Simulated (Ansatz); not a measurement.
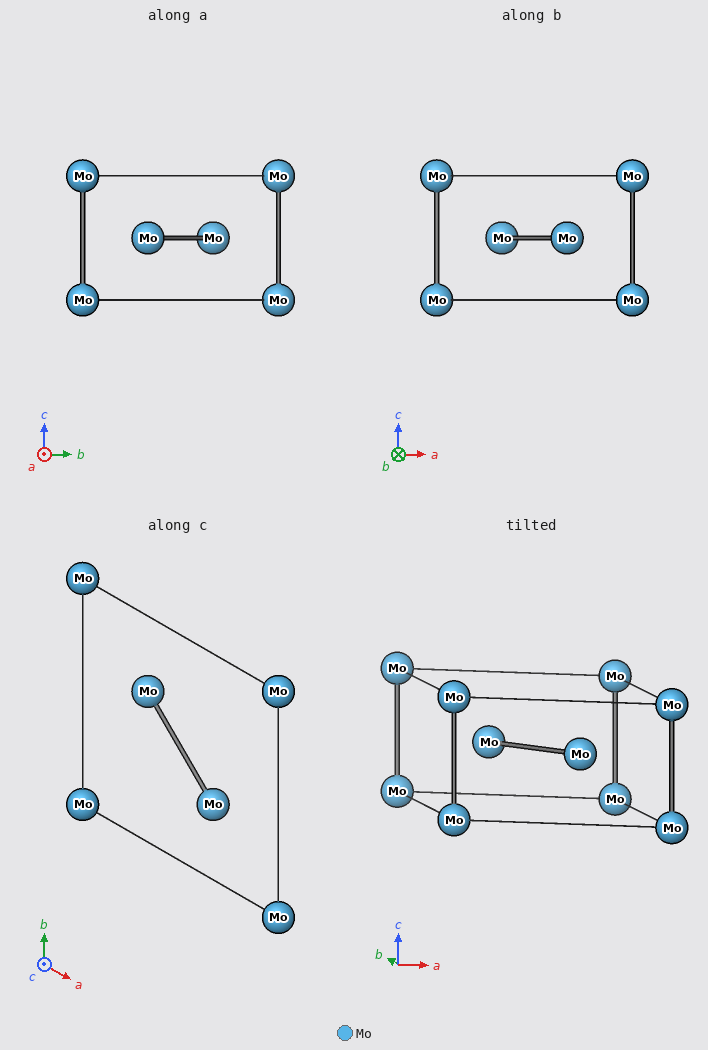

The image is a ball-and-stick drawing of a crystal, viewed along the a axis, along the b axis, along the c axis and slightly off an axis. Atoms at the boundary of the conventional unit cell (the box) are drawn once for each face, edge or corner they touch.

Lattice parameters: a = 4.6841 Å, b = 4.6841 Å, c = 2.5717 Å, α = 90.000°, β = 90.000°, γ = 120.000°.

### Express the structure as a CIF in P1 with every atom of the cell.

```cif
data_structure
_symmetry_space_group_name_H-M 'P 1'
_symmetry_Int_Tables_number 1
_cell_length_a 4.6841
_cell_length_b 4.6841
_cell_length_c 2.5717
_cell_angle_alpha 90.000
_cell_angle_beta 90.000
_cell_angle_gamma 120.000
_cell_volume 48.87
loop_
_atom_site_label
_atom_site_type_symbol
_atom_site_fract_x
_atom_site_fract_y
_atom_site_fract_z
_atom_site_occupancy
Mo1 Mo 0.0000 0.0000 0.0000 1
Mo2 Mo 0.3333 0.6667 0.5000 1
Mo3 Mo 0.6667 0.3333 0.5000 1
```

Origin of the cell: a structure type filled with this element by a generator (whether the element takes this form wasn't checked). The final geometry of a relaxation with DFT, revPBE, plane waves (420 eV) with PAW, scalar-relativistic in Ansatz 0.2.0 is shown.
